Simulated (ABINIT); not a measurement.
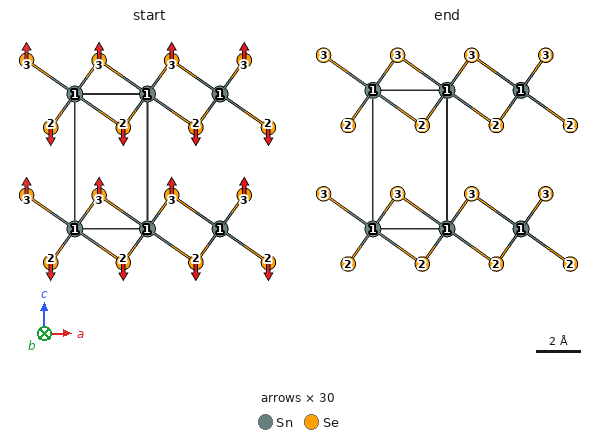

The structure of a crystal of SnSe₂ (set up in P-3m1) before (left) and after (right) a relaxation, at one scale. The red arrows give the displacements (the part carried along by the change of the cell is left out), magnified 30 times.

The picture is a ball-and-stick view of the cell of the calculation, repeated 2 × 1 × 1 with one cell outlined, seen along the b axis.

The run lets cell and atoms move.

All numbers below come from ABINIT, Kohn-Sham DFT of a periodic cell, PBE, PseudoDojo NC SR PBE v0.4.1 standard.

Input
```
# Pseudopotentials
pp_dirpath "./"
pseudos "Sn.upf, Se.upf"

# Structure
acell 7.2017462609 7.2017462609 11.5953595007
rprim
     1.0000000000     0.0000000000     0.0000000000
    -0.5000000000     0.8660254038     0.0000000000
     0.0000000000     0.0000000000     1.0000000000
ntypat 2
znucl 50 34
natom 3
typat 1 2 2
chkprim 0
chksymtnons 0
tolsym 1.0e-6
xred
            0.0            0.0            0.0
            2/3            1/3   0.7510000000
            1/3            2/3   0.2490000000

# Plane-wave basis
ecut 43.0
ecutsm 0.5

# k points
kptopt 1
ngkpt 6 6 4
nshiftk 1
shiftk 0.0 0.0 0.0

# Exchange and correlation
ixc 11

# Bands and occupations
nband 28
occopt 3
tsmear 0.05 eV

# SCF cycle
nstep 80
tolvrs 1.0e-12

# Output
iomode 3
prteig 0
prtebands 0
prtwf 0
prtden 0

# Relaxation
ionmov 2
optcell 2
ntime 50
tolmxf 2.0e-5
dilatmx 1.08
```

Launched with:
```bash
abinit run.abi > log 2>&1
```

What changed between the two?

The run was cut off at its time limit before the relaxation converged, so the last structure is only a point on the way. The largest moves relative to the cell, 0.029 Å, are those of Se2 and Se3. Se2 goes along −c. Sn stays in place. Cell: a = b 3.811 → 3.890 Å (+2.1 %), c 6.136 → 6.300 Å (+2.7 %). Volume +7.0 %. Near-neighbour distances that change, for instance: Sn1–Se2 2.679 → 2.756 Å. The space group stays P-3m1 (No. 164). After 4 geometry steps the energy has fallen by 37.5 meV per atom. The largest force component goes from 0.81 to 0.099 eV/Å. Pressure: 5.79 GPa at the start and 0.07 GPa at the end. The run took 25 min on 1 thread of Arm Neoverse V1 (shared host), peak memory 0.2 GiB.

Limits of the set-up: layers or molecules are held without a dispersion correction, so their spacing is unreliable.
